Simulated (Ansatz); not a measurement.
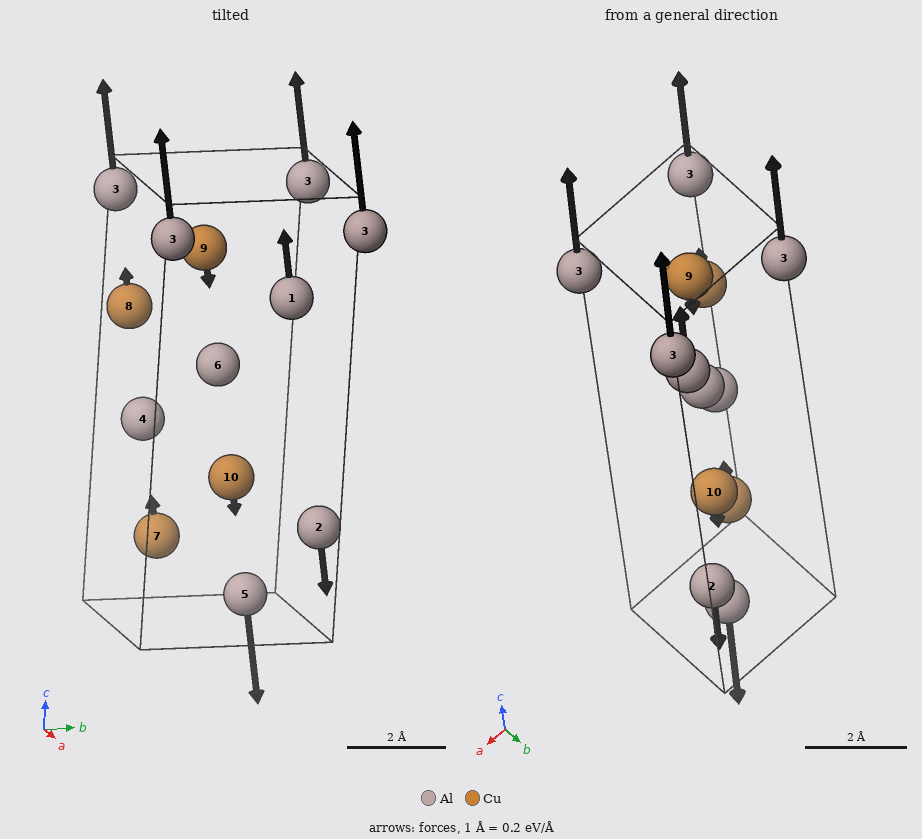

This spheres-only model is shown slightly off an axis and from a general direction. The lines enclose the cell (the run's own, in a reduced setting); boundary atoms appear with their images. The arrows are the computed forces on the atoms.

System: Al$_{3}$Cu$_{2}$. Theory: Ansatz, DFT PBEsol, scalar-relativistic, plane waves, PAW. Numerical settings: cutoff 420 eV, k-points about 0.14 Å⁻¹ apart, Gaussian smearing of 0.15 eV, no spin polarisation.

> Could this be the end point of a relaxation?

No. The atoms still feel forces of up to about 0.4 eV/Å, far above a usual threshold of 0.01 to 0.03 eV/Å.

> Which atom feels the largest force?

Al3 and Al5, about 0.4 eV/Å.

Provenance: a structure listed in the Materials Project. The cell was then strained or its atoms displaced on purpose. A calculation with Ansatz used it as input.
